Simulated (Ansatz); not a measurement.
System: C, space group Fmmm (No. 69).

Input of the run:
```
crystal:
  lattice:
    - [1.2295673641, -2.1292560039, 0.0]
    - [1.2295673641, 2.1292560039, 0.0]
    - [0.0, 0.0, 7.3891558145]
  atoms:
    - { symbol: C, position: [0.0833260798, 0.9166739202, 0.7499980437] }
    - { symbol: C, position: [0.5833260798, 0.4166739202, 0.2500019563] }
    - { symbol: C, position: [0.9166739202, 0.0833260798, 0.2500019563] }
    - { symbol: C, position: [0.4166739202, 0.5833260798, 0.7499980437] }
basis:
  ecutwfc: 420
kpoints:
  mp_grid: { grid: [18, 18, 6] }
hamiltonian:
  xc: pbesol
scf:
  occupations: { method: fermi_dirac, width: 0.15 }
output:
  eigenvalues: true
phonons:
  method: dfpt
  eigenvectors: true
```

Run as:
```bash
ansatz run input.yaml --threads 1 --pin off --max-ram 3072MiB --backend cpu --events-out ev --progress --plain --runs-dir out
```

Computed with Ansatz 0.2.0: harmonic phonon frequencies at the zone centre with atoms at rest in the given cell, without the long-range term of polar modes, the three translations left out, imaginary frequencies are negative; plane waves with PAW datasets, Γ-centred k mesh. Level: PBEsol, no spin polarisation.

- wave cutoff: 420 eV
- k mesh: 18×18×6
- occupations: Fermi–Dirac
- smearing width: 0.15 eV
- pressure: 0 GPa
- phonon method: linear response

What does the calculation give for the zone-centre optical phonon frequencies (the three acoustic modes are left out)?

One mode is imaginary, the softest at 19.3i cm⁻¹, so the structure is dynamically unstable. The highest mode lies at 1577.2 cm⁻¹. The optical modes lie at 19.3i, 31.6, 50.4, 873.1, 874.1, 1570.3, 1572.6, 1575.0, 1577.2 cm⁻¹.

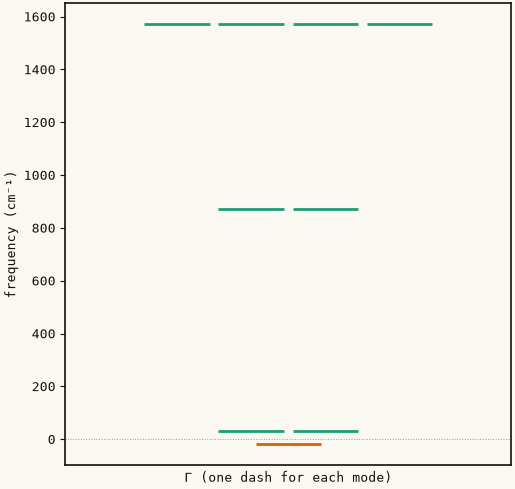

Imaginary frequencies are drawn as negative.

Caveats: metal sensitive to the k mesh; structure snapped to symmetry.
